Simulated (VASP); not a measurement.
The compound is SiC (space group F-43m, No. 216), taken as coordinates from a relaxation with VASP 6.6.1, VASP Kohn-Sham DFT of a periodic cell, PBE, VASP PAW PBE potentials, recommended, release 54.

```
Si C
1.0
     4.37849    0.00000    0.00000
     0.00000    4.37849    0.00000
     0.00000    0.00000    4.37849
Si C
4 4
Direct
  0.00000 0.00000 0.00000
  0.00000 0.50000 0.50000
  0.50000 0.00000 0.50000
  0.50000 0.50000 0.00000
  0.25000 0.25000 0.25000
  0.25000 0.75000 0.75000
  0.75000 0.25000 0.75000
  0.75000 0.75000 0.25000
```

Bonds are taken as C–Si below 2.1 Å. Atoms with one bond or none are removed and atoms with two bonds are replaced by edges, until no such atom is left.

What net does this leave?

The result is a uninodal 4-connected, three-periodic net: Si and C are 4-connected nodes. It is the dia net, known from diamond, zinc blende and cristobalite. It is a single net, without interpenetration.

```tsv
node	links	point symbol	coordination sequence
Si and C	4	6^6	4 12 24 42 64 92 124 162 204 252
```

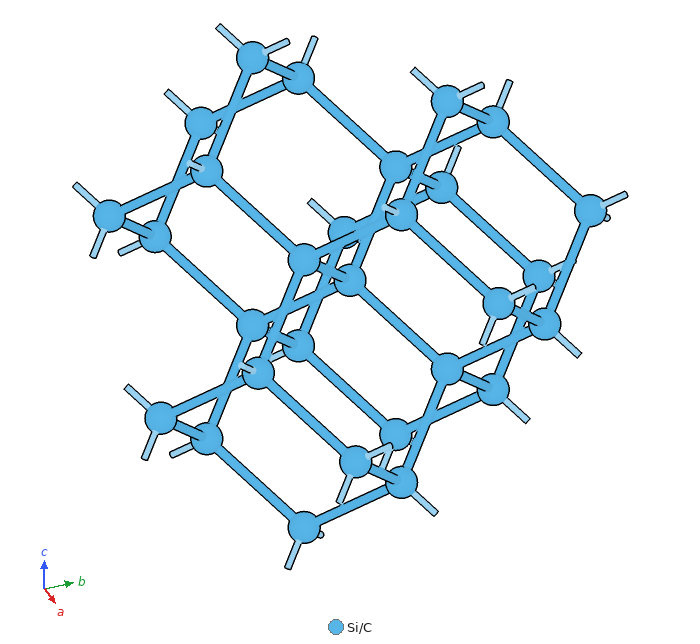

Nodes are coloured by topological kind. Short stubs are edges that leave the cut-out.
